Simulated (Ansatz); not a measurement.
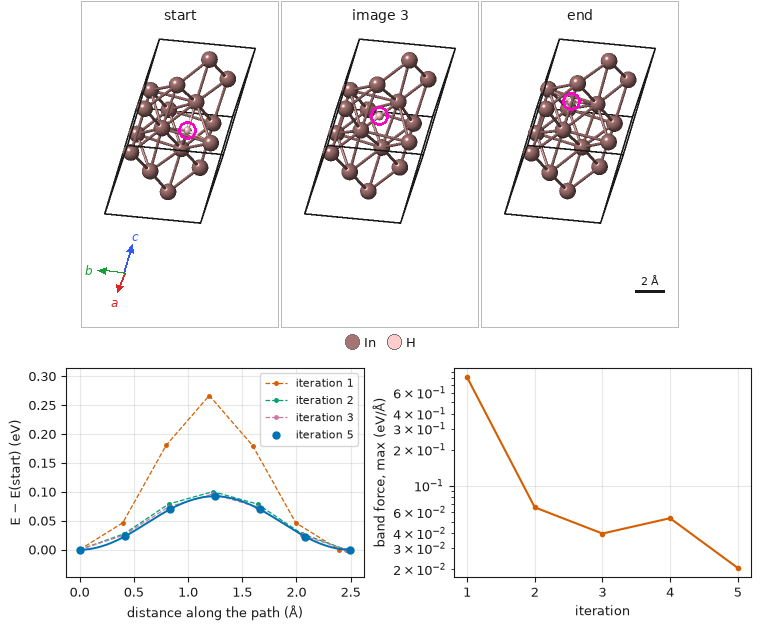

A search for the minimum-energy path of a defect cell of composition In$_{16}$H (17 atoms in the cell) by the nudged elastic band. Images are numbered from 0 (start) to 6 (end). The plot follows the band through its iterations. The picture is a ball-and-stick view of the simulation cell (origin moved), seen from a free direction. The moving atom is ringed, with any periodic copies. Bonds to atoms that aren't drawn are left out.

Level of theory: DFT PBE, scalar-relativistic, plane waves, PAW in Ansatz. Set-up: plane-wave cutoff 420 eV; k-point mesh 4 × 4 × 4; Gaussian smearing 0.1 eV; 5 movable images; climbing image.

**How did the profile develop, and is the result final?**

The run is converged, with reservations. The band converged in 5 iterations. The largest component of the band force went from 0.81 to 0.021 eV/Å. The climbing image converged on the top of the path. Its curvatures weren't checked. The first iteration put the highest image at 0.267 eV. The two ends have the same energy, and the highest point, image 3, lies 0.092 eV above the start.

Limits of the set-up: the periodic images lie only 8.3 Å apart, so the values are limited by the cell's size.

The run took 25 min on 4 threads of Arm Neoverse V1 (shared host), peak memory 5.9 GiB.
